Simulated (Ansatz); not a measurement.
The structure in question:

```xyz
8
Lattice="5.7866 0.0000 0.0000 0.0000 5.7866 0.0000 0.0000 0.0000 5.7866" Properties=species:S:1:pos:R:3 pbc="T T T"
Li    0.0000    0.0000    0.0000
Br    2.8933    0.0000    0.0000
Li    0.0000    2.8933    2.8933
Br    2.8933    2.8933    2.8933
Li    2.8933    0.0000    2.8933
Br    0.0000    0.0000    2.8933
Li    2.8933    2.8933    0.0000
Br    0.0000    2.8933    0.0000
```

Work out the structure from the coordinates.

Answer. The formula is LiBr. The atoms follow space group Fm-3m (No. 225); the Bravais lattice is face-centred cubic. The prototype is rock salt (NaCl type). Cell content 4 Li, 4 Br; Z = 4. The polyhedra are LiBr6 octahedra; they share corners and edges. Li is surrounded by six Br in an octahedral arrangement at 2.89 Å. Br is linked to six Li in an octahedral arrangement at 2.89 Å. The bonds build a three-dimensional framework.

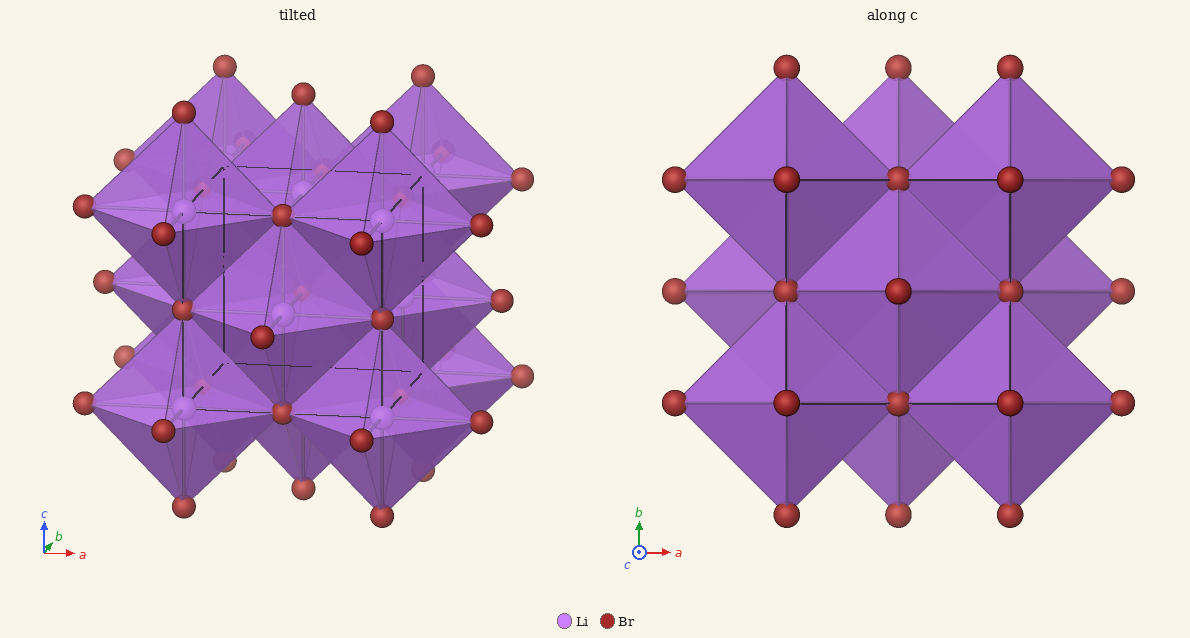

We look at a polyhedral model of the crystal slightly off an axis and along the c axis. One conventional unit cell is outlined, and atoms on its boundary appear in each equivalent place. Some neighbours outside the box are added. Colours: lithium purple, bromine red.

The initial geometry was a structure listed in the Materials Project. Earlier steps of the study may have refined or changed the cell and positions. Ansatz was used for an electronic-structure calculation on it.
